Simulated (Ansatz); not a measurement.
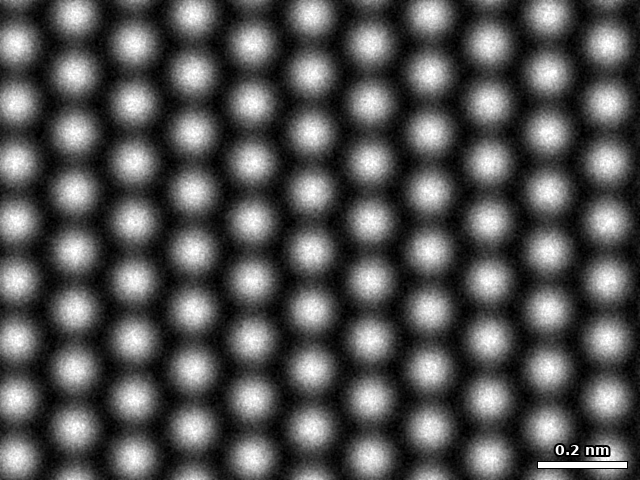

Dark-field STEM-like image of W (Fddd, No. 70). Simulated incoherent Z contrast: every atom adds Z^1.7 spread by a probe of 0.86 Å full width; channelling and multiple scattering are left out. Shot noise was added. Atomic positions: the geometry relaxed with DFT, revPBE, plane waves (420 eV) with PAW, scalar-relativistic (Ansatz 0.2.0); the starting structure was generated, so it need not be a known form of this composition.

```
W
1.0
     2.70311    0.00000    0.00000
     0.00000    5.40749    0.00000
     0.00000    0.00000    9.10007
W
8
Direct
  0.25000 0.25000 0.75000
  0.50000 0.00000 0.00000
  0.25000 0.75000 0.25000
  0.50000 0.50000 0.50000
  0.75000 0.25000 0.25000
  0.00000 0.00000 0.50000
  0.75000 0.75000 0.75000
  0.00000 0.50000 0.00000
```

### Which beam direction gives this image, [001], [210], [100] or [201]? (Directions equivalent by symmetry count as one.)

[001]. The projected cells are 1.35 × 1.51 Å, 117° for [001]; 0.96 × 2.32 Å, 102° for [210]; 2.65 × 2.65 Å, 119° for [100]; 1.16 × 1.47 Å, 113° for [201], and the image repeats as the [001] one does.
